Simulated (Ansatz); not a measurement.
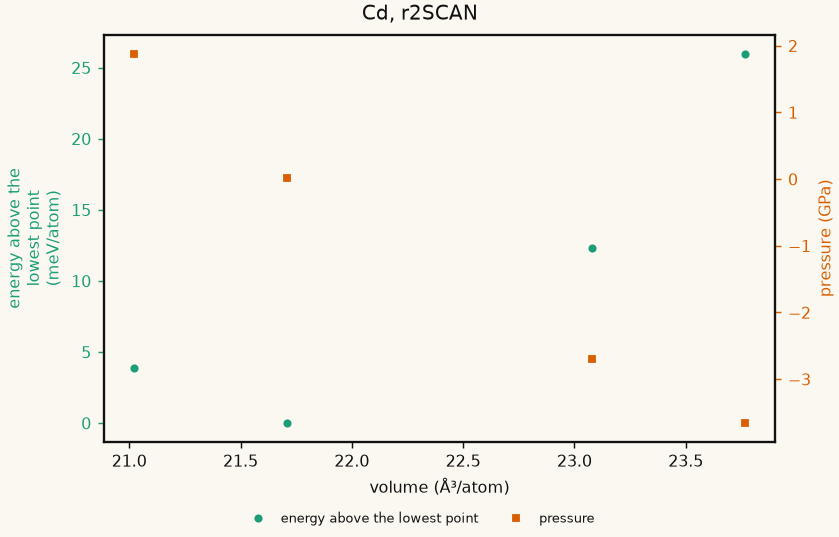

The figure shows the energy above the lowest point and pressure against volume for Cd, space group Fm-3m (No. 225) (one of a set of cubic test structures, which need not be the stable phase).

Calculation (Ansatz 0.2.0 development build): equation of state of a cubic crystal from periodic Kohn-Sham density functional theory without spin, third-order Birch-Murnaghan fit to the free energies; pressure corrected for the finite basis. Level: r2SCAN.

structure type fcc; atoms in cell 1; space group number 225; lattice centring face-centred primitive; k mesh 13×13×13; occupation method Fermi–Dirac; occupation width 0.1 eV; wave cutoff 700 eV; datasets hard PAW; density tolerance 1e−09 eV; bands 14; density cutoff ratio 4; search for lower states default; xc grid level 2.

The point at volume 22.39 Å³/atom is left out of the plot. What does the calculation give there?

```json
{"volume (Å³/atom)": "22.39", "energy above the lowest point (meV/atom)": "3.3", "pressure (GPa)": "-1.490"}
```

Limits of the calculation: cubic model structure, not the ambient form; pseudopotentials made with PBE, not this functional.
